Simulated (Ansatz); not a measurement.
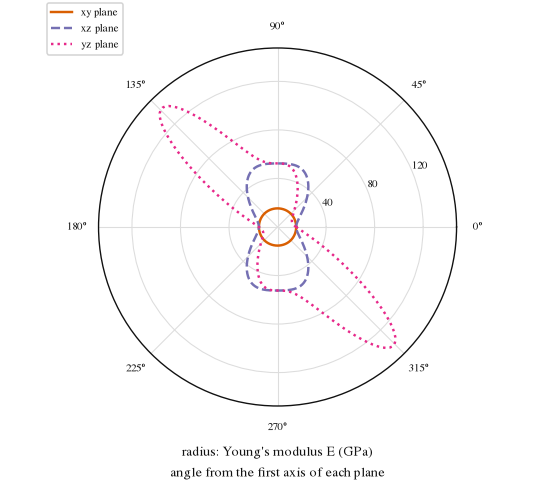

Plotted: Young's modulus as a function of direction in the xy, xz and yz planes for Se, space group P3_121 (No. 152).

Structure:
```xyz
3
Lattice="4.3662 0.0000 0.0000 -2.1831 3.7812 0.0000 0.0000 0.0000 4.9536" Properties=species:S:1:pos:R:3 pbc="T T T"
Se    1.6910    2.9289    0.0000
Se   -0.4921    0.8523    3.3024
Se    0.9841    0.0000    1.6512
```

How it was computed, with Ansatz 0.2.0: all-electron LAPW DFT, no spin polarisation; elastic constants in Voigt order on the axes of the given cell. Level: PBEsol.

- k mesh: 5×5×4
- occupations: Fermi–Dirac
- smearing width: 0.05 eV
- potentials: all electron LAPW, scalar relativistic
- wave cutoff: 324.9 eV
- density cutoff: 1300 eV
- program settings: basis error eV/atom 0.002

Between which limits does E lie over all directions?

Answer. Over all directions E runs from 12.6 to 136.6 GPa, a ratio of 11, a strong anisotropy; the crystal is close to a mechanical instability, so the softest values aren't well resolved.

What is E along the Cartesian axes and along their diagonal?

Answer. E is 15.3 GPa along x, 15.3 GPa along y and 52.4 GPa along z, and 53.1 GPa along the body diagonal x + y + z.

The computed values:

Stiffness matrix C (GPa), Voigt order:
```json
{"": "xx", "xx": "55.4", "yy": "27.1", "zz": "55.4", "yz": "21.3", "xz": "0.0", "xy": "0.0"}
{"": "yy", "xx": "27.1", "yy": "55.4", "zz": "55.4", "yz": "-21.3", "xz": "0.0", "xy": "0.0"}
{"": "zz", "xx": "55.4", "yy": "55.4", "zz": "126.8", "yz": "0.0", "xz": "0.0", "xy": "0.0"}
{"": "yz", "xx": "21.3", "yy": "-21.3", "zz": "0.0", "yz": "49.3", "xz": "0.0", "xy": "0.0"}
{"": "xz", "xx": "0.0", "yy": "0.0", "zz": "0.0", "yz": "0.0", "xz": "49.3", "xy": "21.3"}
{"": "xy", "xx": "0.0", "yy": "0.0", "zz": "0.0", "yz": "0.0", "xz": "21.3", "xy": "14.2"}
```
